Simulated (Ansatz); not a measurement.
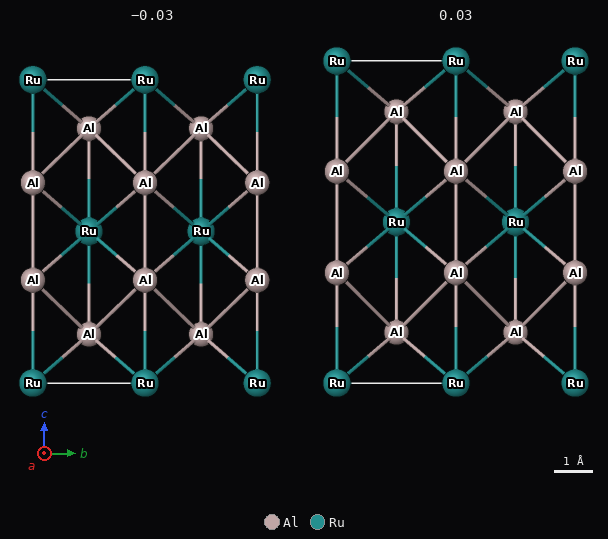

A crystal of Al2Ru (set up in I4/mmm), under equal strain along all axes (cell held, atoms relaxed), with energies (extrapolated to zero smearing) counted from the relaxed crystal, which is the row at zero. The picture shows the first and the last member. A ball-and-stick model of the cell of the calculation, repeated 1 × 2 × 1 with one cell outlined, seen along the a axis.

Computed with Ansatz 0.2.0: DFT r2SCAN, scalar-relativistic, plane waves, PAW. Settings: plane-wave cutoff 500 eV; k-point mesh 12 × 12 × 4; occupations gaussian; smearing width 0.1 eV; no spin polarisation; atoms relaxed in a fixed cell; force threshold 0.008 eV/Å.

```
strain  energy (meV/atom)  a (Å)  c (Å)
 −0.03              70.38  3.028  8.192
 −0.02                  ?      ?      ?
 −0.01               7.30  3.091  8.361
   0.0               0.00  3.122  8.445
  0.01               6.86  3.153  8.529
  0.02              26.51  3.184  8.614
  0.03              57.70  3.215  8.698
```

One row is withheld. What does the calculation give there?

A parabola through three neighbouring rows (−0.03, −0.01, 0.0) gives, with Lagrange weights, (0.3333)(70.38) + (1.0000)(7.30) + (−0.3333)(0.00) = 30.76 meV/atom. The calculation gives 30.23 meV/atom (a = 3.059 Å, c = 8.276 Å). The estimate is 0.53 meV/atom too high. From the first member to the last: Al–Ru 2.780 → 2.981 Å, Al–Al 2.594 → 2.788 Å, Al–Ru 2.513 → 2.653 Å.

The whole series:

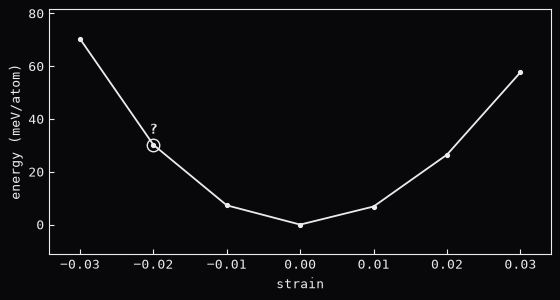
